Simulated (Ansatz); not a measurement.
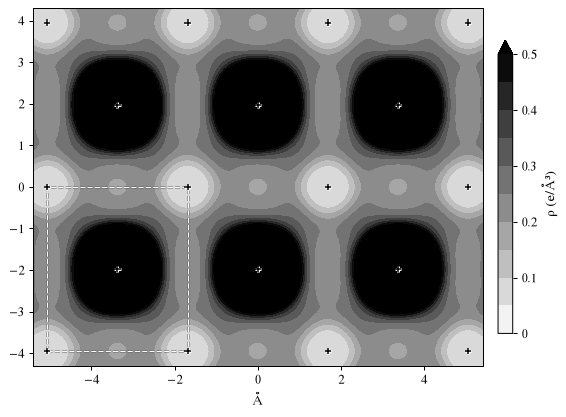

The valence pseudo-density on a plane through atoms (crosses mark nuclei in the plane).

Theory: DFT r2SCAN, scalar-relativistic, plane waves, PAW (Ansatz 0.2.0).

Candidates:
A. Cu, a = 2.82 Å, b = 2.82 Å, c = 4.11 Å, α = 90.00°, β = 90.00°, γ = 120.00°. Space group P6₃/mmc; a structure from a database of computed crystals, not necessarily the ambient phase; changed on purpose from its base cell (strain +0.1125 x Voigt [1, 1, 0, 0, 0, 0], atoms carried along); computed pressure about −19 GPa in this cell; computed without spin polarisation.
B. AlRu, a = 2.59 Å, b = 2.98 Å, c = 3.37 Å, α = 90.00°, β = 90.00°, γ = 90.00°. Space group Pmmm; changed on purpose from its base cell (strain +0.1312 x Voigt [1, -1, 0, 0, 0, 0], atoms carried along); computed pressure about 11 GPa in this cell; computed without spin polarisation.

Question: Which candidate gave the map?

Answer: Candidate B: AlRu on the (110) plane of the conventional cell, which holds Al and Ru. Al–Ru (2.60 Å): the density is about 0.36 e/Å³ at the midpoint.
